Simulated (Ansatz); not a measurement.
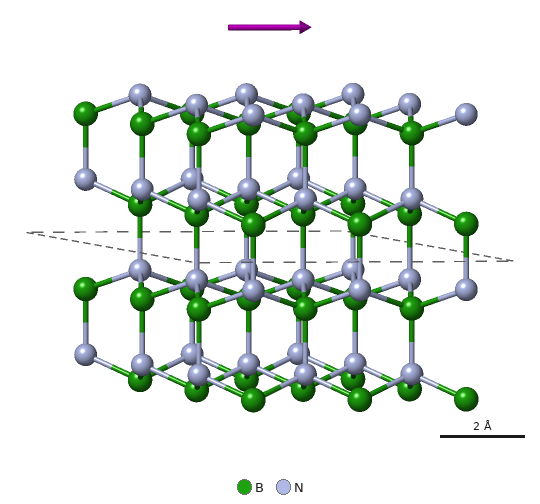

Energy scan for a crystal of BN (P6_3mc), in which the crystal above a cut along the (0 0 1) plane of the conventional cell (between a plane of N below and one of B above, 1.58 Å apart) is slid rigidly by fractions of an in-plane lattice vector 2.55 Å long (a generalised stacking fault). One cut stands in each cell, which starts 12.7 Å high; nothing is relaxed, and the dashed outline marks the cut, the arrow on top the direction of slip. The picture shows the perfect crystal around the cut (dashed). Style: ball-and-stick. Shown: the layers on both sides of the cut, from the side, nearly along the cut plane.

Theory: DFT PBE, scalar-relativistic, plane waves, PAW (Ansatz 0.2.0). Settings: plane-wave cutoff 420 eV; k-point mesh 10 × 10 × 2; occupations gaussian; smearing width 0.05 eV; no spin polarisation. Energies (free energies at the smearing named) are counted from the cell as listed in its source, which wasn't relaxed.

The input:
```yaml
crystal:
  lattice:
    - [-2.5539396017, 0.0, 0.0]
    - [1.2769698009, -2.2117765748, 0.0]
    - [0.0, 0.0, 12.680565]
  atoms:
    - { symbol: B, position: [0.3333333333, 0.6666666667, 0.3332413333] }
    - { symbol: B, position: [0.3333333333, 0.6666666667, 0.6665746667] }
    - { symbol: B, position: [0.3333333333, 0.6666666667, 0.999908] }
    - { symbol: B, position: [0.6666666667, 0.3333333333, 0.1665746667] }
    - { symbol: B, position: [0.6666666667, 0.3333333333, 0.499908] }
    - { symbol: B, position: [0.6666666667, 0.3333333333, 0.8332413333] }
    - { symbol: "N", position: [0.3333333333, 0.6666666667, 0.2084253333] }
    - { symbol: "N", position: [0.3333333333, 0.6666666667, 0.5417586667] }
    - { symbol: "N", position: [0.3333333333, 0.6666666667, 0.875092] }
    - { symbol: "N", position: [0.6666666667, 0.3333333333, 0.0417586667] }
    - { symbol: "N", position: [0.6666666667, 0.3333333333, 0.375092] }
    - { symbol: "N", position: [0.6666666667, 0.3333333333, 0.7084253333] }
basis:
  ecutwfc: 420
kpoints:
  mp_grid: { grid: [10, 10, 2] }
hamiltonian:
  xc: pbe
scf:
  occupations: { method: gaussian, width: 0.05 }
output:
  forces: true
  stress: true
  eigenvalues: true
```

Run as
```bash
ansatz run input.yaml --threads 2 --pin off --max-ram 5120MiB --backend cpu --events-out ev --progress --plain --runs-dir out
```

Q: What energies does the calculation give (the slip: 0.00, 0.10, 0.20, 0.30, 0.40, 0.50, 0.60, 0.70, 0.80, 0.90, 1.00)?

A:
```tsv
slip (fraction of the lattice vector)	γ (mJ/m²)
0.00	0
0.10	533
0.20	2084
0.30	4381
0.40	6710
0.50	7793
0.60	6710
0.70	4381
0.80	2084
0.90	533
1.00	0
```

Points that are alike by symmetry were computed once.

The curve starts and ends at zero, since a full lattice vector restores the crystal. Its highest computed point is 7793 mJ/m² at slip 0.50, which the unstable stacking-fault energy of this rigid path equals or slightly exceeds. No local minimum shows among the points, so there is no metastable fault on this line. The path is symmetric about half-way. Relaxation across the fault would lower the values.

The computed profile (hollow markers are points alike by symmetry):

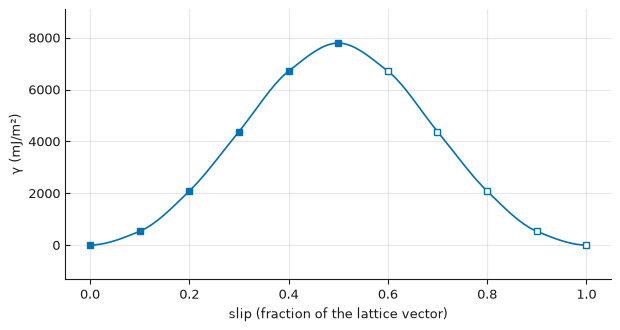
